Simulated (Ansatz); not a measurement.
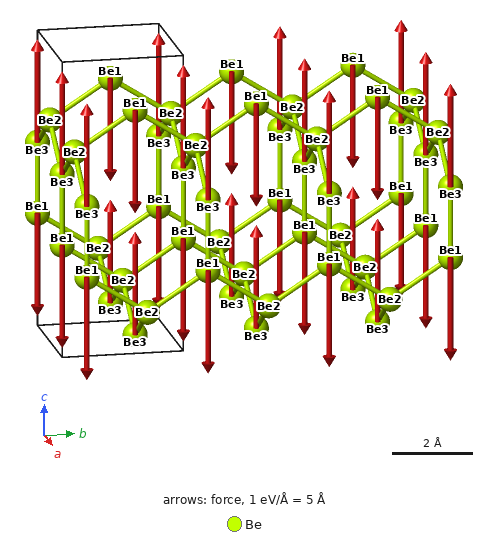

Starting geometry of solid Be (a generated structure, set up in I-4m2) (coarse preliminary run) with the computed forces as red arrows. A ball-and-stick model of the conventional cell (2 times the calculation's cell), repeated 2 × 3 × 1 with one cell outlined, seen slightly off an axis. Lengths and directions refer to the drawn axes.

These are results of DFT PBE, scalar-relativistic, plane waves, PAW (Ansatz), not measurements. (plane-wave cutoff 420 eV; k-point mesh 8 × 8 × 8; occupations gaussian; smearing width 0.1 eV; no spin polarisation; cell and atoms relaxed; force threshold 0.04 eV/Å; at most 70 steps)

Question: Is this structure relaxed? If not, where do the atoms go?

Answer: It isn't relaxed: the largest force vector, on Be atoms, is 0.54 eV/Å. Measured relative to the changing cell, the final displacements run against the starting forces (cosine between the two patterns −1.00). After 14 accepted moves (16 points after the start) the energy has fallen by 1167 meV per atom. The largest force component goes from 0.54 to 0.0035 eV/Å. The pressure goes from 17.62 to 0.04 GPa. At 2 points the geometry stayed and the basis and grid were re-selected for the new cell (energy shift of 11.8 meV per atom at most each time). The largest moves relative to the cell, 0.35 Å, are those of Be1 and Be3. Be3 goes along −c. The drawn cell changes as follows: a = b 3.101 → 2.230 Å (−28.1 %), c 7.674 → 11.617 Å (+51.4 %); the volume changes by −21.7 %. Among the contacts that change: Be1–Be1 3.101 → 2.230 Å, Be1–Be2 1.843 → 2.164 Å, Be1–Be3 1.843 → 2.100 Å. Among the angles between lasting bonds that change: Be2–Be1–Be2 114.5° → 62.0°, Be1–Be2–Be3 107.0° → 137.3°, Be2–Be1–Be3 122.7° → 149.0°. The space group stays I-4m2 (No. 119).
